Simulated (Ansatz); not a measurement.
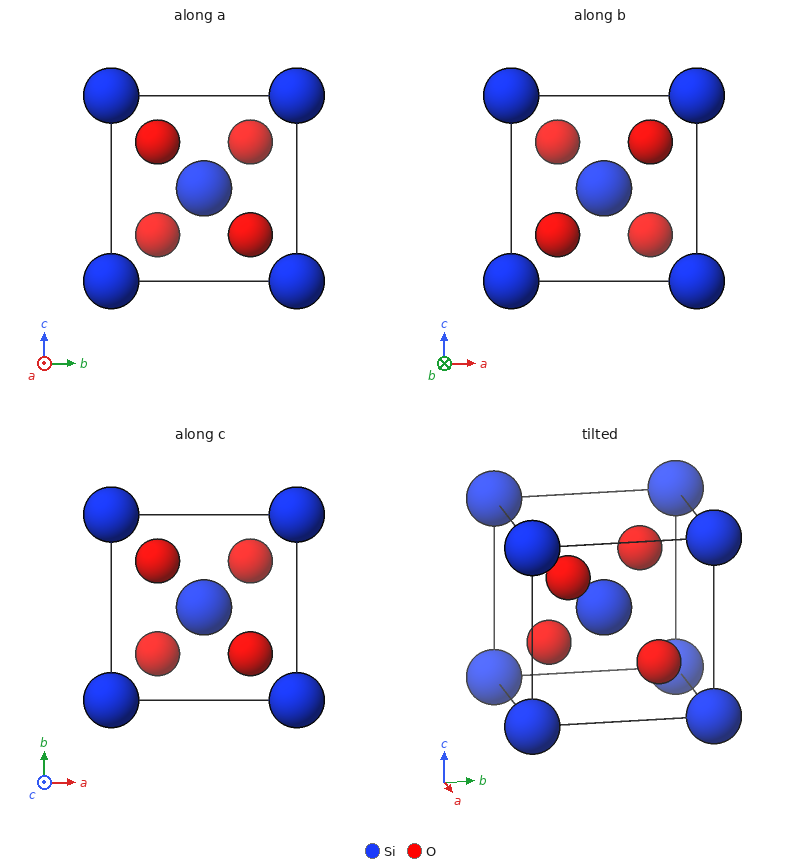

This spheres-only model is shown along the a axis, along the b axis, along the c axis and slightly off an axis. Lines trace the edges of the conventional unit cell.

Lattice parameters: a = 3.808 Å, b = 3.808 Å, c = 3.808 Å, α = 90.00°, β = 90.00°, γ = 90.00°. Put a along x and b in the xy plane.

**Reconstruct the structure as a POSCAR file.**

```
Si O
1.0
     3.808    0.000    0.000
     0.000    3.808    0.000
     0.000    0.000    3.808
Si O
2 4
Direct
  0.0000 0.0000 0.0000
  0.5000 0.5000 0.5000
  0.2500 0.2500 0.2500
  0.2500 0.7500 0.7500
  0.7500 0.7500 0.2500
  0.7500 0.2500 0.7500
```

It derives from a structure type filled with these elements by a generator (whether the compound takes this form wasn't checked). The picture shows the end point of a geometry optimisation with DFT PBE, scalar-relativistic, plane waves, PAW in Ansatz.
